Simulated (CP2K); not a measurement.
System: BAs, space group F-43m (No. 216).

The given structure:
```
As B
1.0
     3.37785    0.00000    0.00000
     1.68892    2.92530    0.00000
     1.68892    0.97510    2.75800
As B
1 1
Direct
  0.75000 0.75000 0.75000
  0.00000 0.00000 0.00000
```

How it was computed, with CP2K 2026.2: DFT in Gaussian orbitals with a plane-wave density, no spin polarisation; energies at scaled volumes of the given cell, shape and fractions fixed, counted from the fit's minimum, third-order Birch-Murnaghan fit. Level: PBE.

- k mesh: 10×10×10
- occupations: Fermi–Dirac
- smearing width: 0.05 eV
- potentials: GTH PBE with UZH TZVP basis
- density cutoff: 6123 eV
- program settings: ngrids 4, basis sets As TZVP-MOLOPT-PBE-GTH-q5, basis sets B TZVP-MOLOPT-PBE-GTH-q3, cutoff ry 450 Ry, rel cutoff ry 60 Ry

Predict the energy against volume. The volume takes the values 12.81, 13.08, 13.35, 13.63, 13.90, 14.17, 14.44 Å³/atom.

A third-order Birch–Murnaghan fit gives V0 = 14.00 Å³/atom, B0 = 128 GPa and B′ = 4.0. The energy is 46.74 meV/atom at volume 12.81 Å³/atom and 5.44 meV/atom at 14.44 Å³/atom; the lowest computed point is at volume 13.90 Å³/atom (0.27 meV/atom), and no other minimum shows.

```json
{"volume (Å³/atom)": "12.81", "energy (meV/atom)": "46.74"}
{"volume (Å³/atom)": "13.08", "energy (meV/atom)": "26.79"}
{"volume (Å³/atom)": "13.35", "energy (meV/atom)": "12.75"}
{"volume (Å³/atom)": "13.63", "energy (meV/atom)": "4.08"}
{"volume (Å³/atom)": "13.90", "energy (meV/atom)": "0.27"}
{"volume (Å³/atom)": "14.17", "energy (meV/atom)": "0.86"}
{"volume (Å³/atom)": "14.44", "energy (meV/atom)": "5.44"}
```

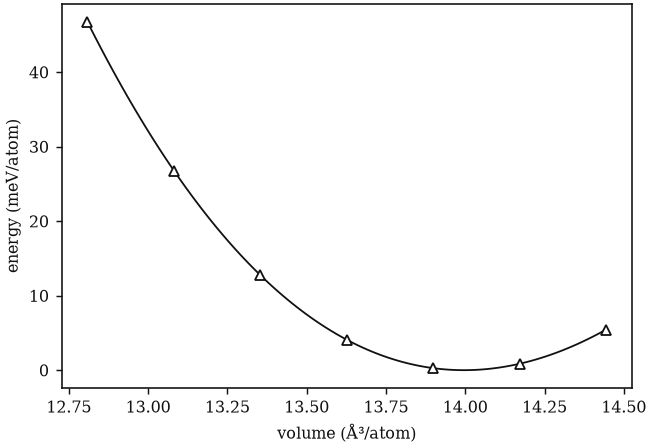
